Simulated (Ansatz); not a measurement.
```cif
data_structure
_symmetry_space_group_name_H-M 'P 1'
_symmetry_Int_Tables_number 1
_cell_length_a 6.3469
_cell_length_b 3.4230
_cell_length_c 7.4973
_cell_angle_alpha 90.000
_cell_angle_beta 84.735
_cell_angle_gamma 90.000
_cell_volume 162.20
loop_
_atom_site_label
_atom_site_type_symbol
_atom_site_fract_x
_atom_site_fract_y
_atom_site_fract_z
_atom_site_occupancy
Cu1 Cu 0.12500 0.25000 0.87500 1
Cu2 Cu 0.62500 0.25000 0.37500 1
Cu3 Cu 0.37500 0.75000 0.62500 1
Cu4 Cu 0.87500 0.75000 0.12500 1
Cu5 Cu 0.37500 0.75000 0.12500 1
Cu6 Cu 0.87500 0.75000 0.62500 1
Cu7 Cu 0.12500 0.25000 0.37500 1
Cu8 Cu 0.62500 0.25000 0.87500 1
O1 O 0.12500 0.41840 0.12500 1
O2 O 0.62500 0.41840 0.62500 1
O3 O 0.37500 0.91840 0.87500 1
O4 O 0.87500 0.91840 0.37500 1
O5 O 0.37500 0.58160 0.37500 1
O6 O 0.87500 0.58160 0.87500 1
O7 O 0.12500 0.08160 0.62500 1
O8 O 0.62500 0.08160 0.12500 1
```

Space group C2/c; computed pressure about 9 GPa in this cell; Hubbard U of 8 eV on Cu d only.

Computed with DFT PBE+U, spin-orbit coupling, plane waves, PAW (Ansatz).

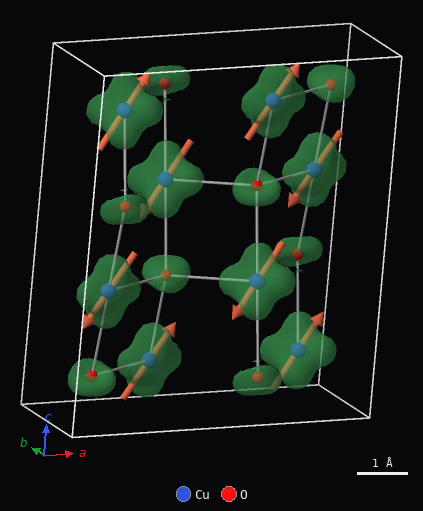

CuO. Isosurface of the size of the magnetisation density at 0.15 e/Å³ (green), with the spin moments of the magnetic sites as arrows; seen at an oblique angle.

The density is the valence pseudo-density of a PAW calculation; it isn't the true density close to the nuclei.

Question: How are the spin moments arranged, and how large are they?

Answer: Spin moments: Cu 0.6 μB. They are collinear, and cancel (antiferromagnetic).
